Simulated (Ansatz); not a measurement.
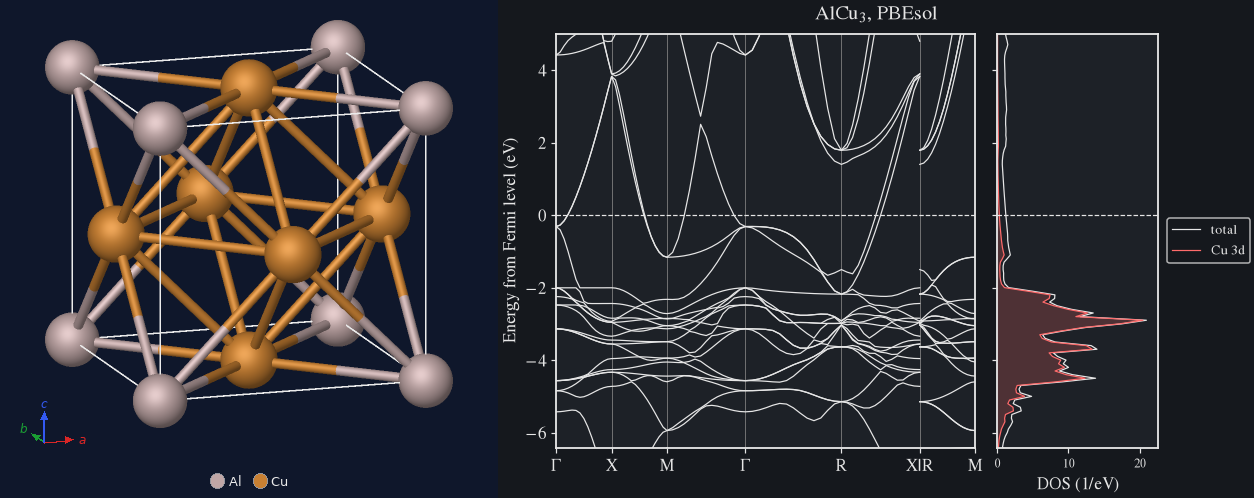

Band structure and density of states, beside the structure. Energies are counted from the Fermi level. The partial curves are projected on Löwdin-orthogonalised atomic shells.

The material is AlCu$_{3}$, space group Pm-3m, 4 atoms in the cell.

Computed with Ansatz 0.2.0: DFT PBEsol, scalar-relativistic, plane waves, PAW, no spin polarisation, 12×12×12 k mesh.

Does this material conduct, going by its bands?

A metal: 2 bands cross the Fermi level along this path.

Which levels at X lie nearest to the Fermi level?

At X the nearest levels lie 2.00 eV below and 3.83 eV above the Fermi level.

On which lines of the path do bands cross the Fermi level?

Bands cross the Fermi level on Γ–X, X–M, M–Γ and R–X, and not on Γ–R and R–M.
